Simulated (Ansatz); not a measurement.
Structure of C:

```
CELL_PARAMETERS angstrom
3.68524 0.00000 0.00000
0.00000 3.68524 0.00000
0.00000 0.00000 3.68524
ATOMIC_POSITIONS crystal
C 0.00000 0.00000 0.00000
C 0.25000 0.75000 0.75000
C 0.00000 0.50000 0.50000
C 0.25000 0.25000 0.25000
C 0.50000 0.00000 0.50000
C 0.75000 0.75000 0.25000
C 0.50000 0.50000 0.00000
C 0.75000 0.25000 0.75000
```

Structure used: the input geometry of an electronic-structure calculation (not necessarily at equilibrium); the starting structure was generated, so it need not be a known form of this composition.

**Predict the first 5 clear peaks of the X-ray G(r) with σ = 0.07 Å, and name the atom pairs.**

1. 1.60 Å: C–C at 1.60 Å
2. 2.61 Å: C–C at 2.61 Å
3. 3.06 Å: C–C at 3.06 Å
4. 3.69 Å: C–C at 3.69 Å
5. 4.02 Å: C–C at 4.02 Å

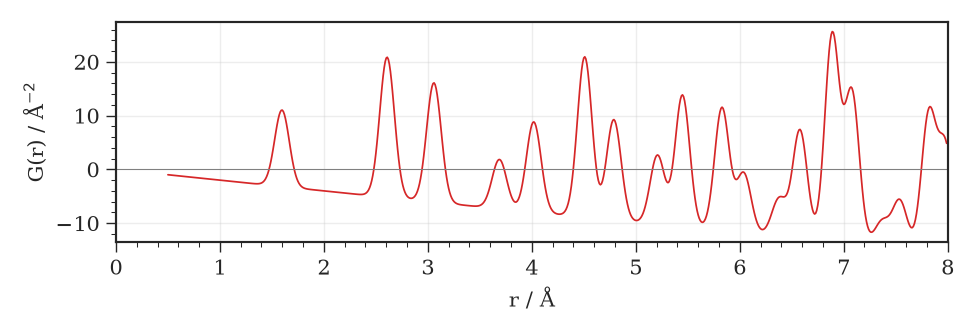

Simulated X-ray pair distribution function, G(r) = R(r)/r − 4πρ₀r, summed over the atomic distances of the structure with each pair weighted by the product of the atomic numbers (X-ray weights at Q = 0); every distance is a Gaussian of σ = 0.07 Å, damped by exp(−(Q_damp r)²/2) with Q_damp = 0.040 Å⁻¹. No termination ripples are included.
